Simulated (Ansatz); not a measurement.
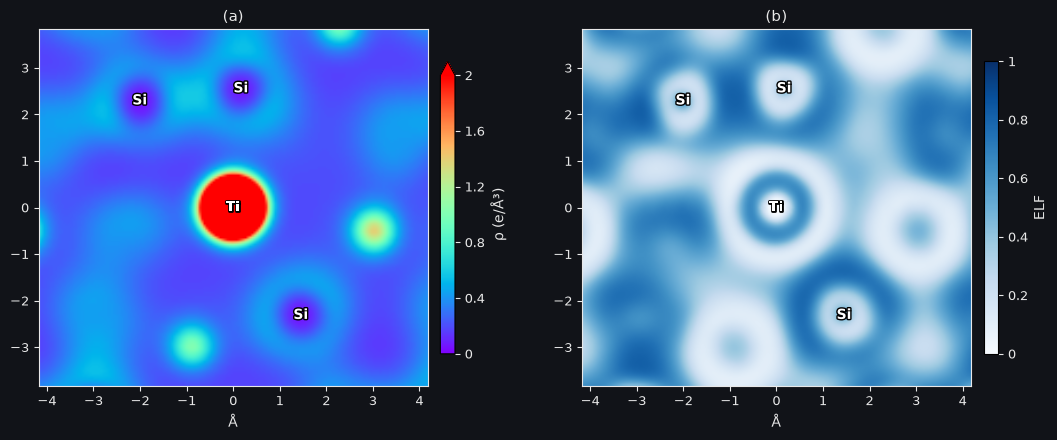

Figure 1: Ti8Si17 (cell with a defect). (a) valence charge density (pseudo); (b) electron localisation function on the (11̄0) plane of the calculation cell.

Computed without spin polarisation.

Computed with DFT PBE, scalar-relativistic, plane waves, PAW in Ansatz 0.2.0.

Q: Read the bonding off the picture.

A:
- The plane passes through Ti and Si nuclei.
- Atoms just off the plane (Ti, 0.8 Å away and Si, 0.8 Å away) can leave unmarked features too.
- Si–Si (2.19 Å): the density is about 0.59 e/Å³ at the midpoint; the ELF peaks at about 0.80 between the atoms.
- Between the atoms the lowest density in this plane is 0.15 e/Å³.
- The features right at Ti lie inside the PAW spheres, where the map follows smoothed inner orbitals and isn't to be read closely.
